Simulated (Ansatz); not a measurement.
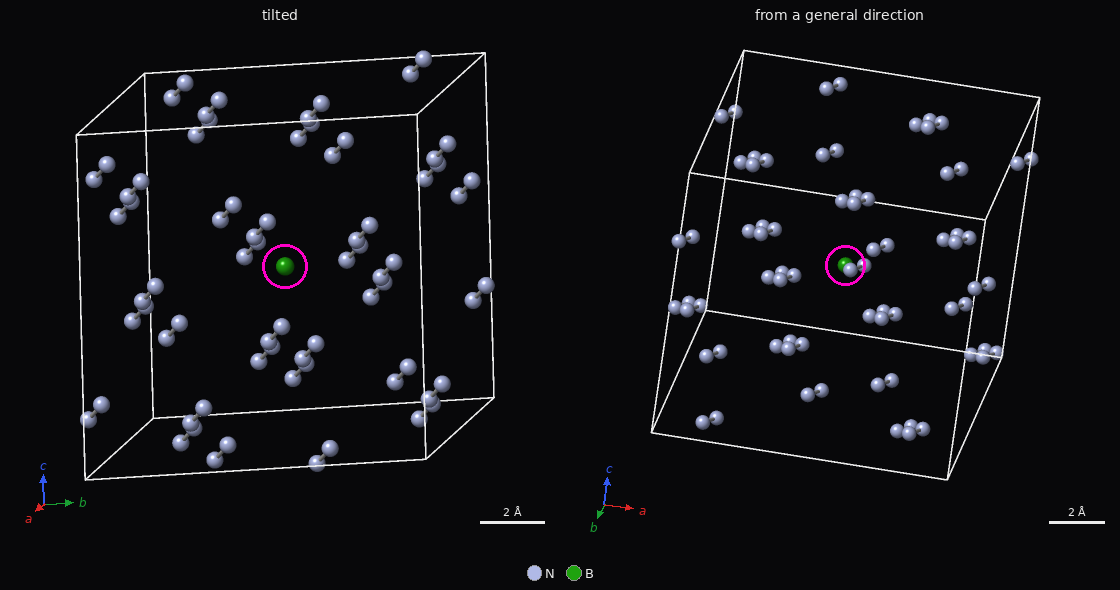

This ball-and-stick model is shown slightly off an axis and from a general direction. The parallelepiped is the supercell. The host is N, in a cell of 48 sites, and the cell is neutral. A ring marks the defect's site.

### What defect is present?

An interstitial boron atom. It is bonded to no bonds drawn.

Source of the structure: a structure listed in the Materials Project, repeated into a supercell with a point defect put in. Earlier steps of the study may have refined or changed the cell and positions. It was set up as input for a calculation with Ansatz.
